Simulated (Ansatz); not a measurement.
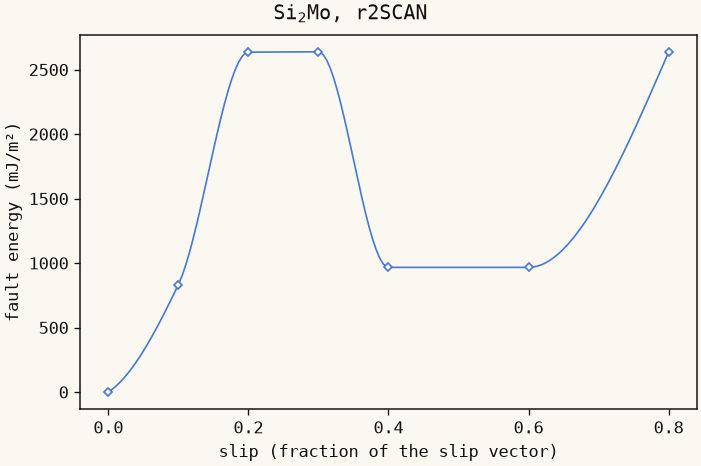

The picture above shows the fault energy against slip for Si₂Mo, space group P6_222 (No. 180).

Cell as given: a = 4.584 Å, b = 4.584 Å, c = 13.154 Å, α = 90.00°, β = 90.00°, γ = 120.00°; 18 atoms.

Calculation (Ansatz 0.2.0): rigid slide of a crystal across a plane by tilting cell vector c, one fault a cell, unrelaxed, by plane-wave density functional theory with PAW datasets, free energies less that of the undisturbed cell; scalar-relativistic. Level: r2SCAN, no spin polarisation.

```json
{"setting": "wave cutoff", "value": "500 eV"}
{"setting": "k mesh", "value": "8×8×3"}
{"setting": "occupations", "value": "Gaussian"}
{"setting": "smearing width", "value": "0.03 eV"}
{"setting": "k shift", "value": "(0, 0, 0) (mesh steps)"}
{"setting": "start", "value": "relaxed"}
{"setting": "height of the cut", "value": "0 (fraction of cell vector c)"}
{"setting": "slip vector", "value": "(1, 0) (multiples of cell vectors a and b)"}
```

The points at slip 0.6 and 0.8 follow from computed ones by symmetry.

Tabulate the plotted points.

| slip (fraction of the slip vector) | fault energy (mJ/m²) |
| --- | --- |
| 0.0 | 0.0 |
| 0.1 | 833.2 |
| 0.2 | 2635.1 |
| 0.3 | 2637.4 |
| 0.4 | 966.3 |
| 0.6 | 966.3 |
| 0.8 | 2635.1 |

Caveats: narrow smearing for a metal; odd k mesh can miss points on the zone edge.
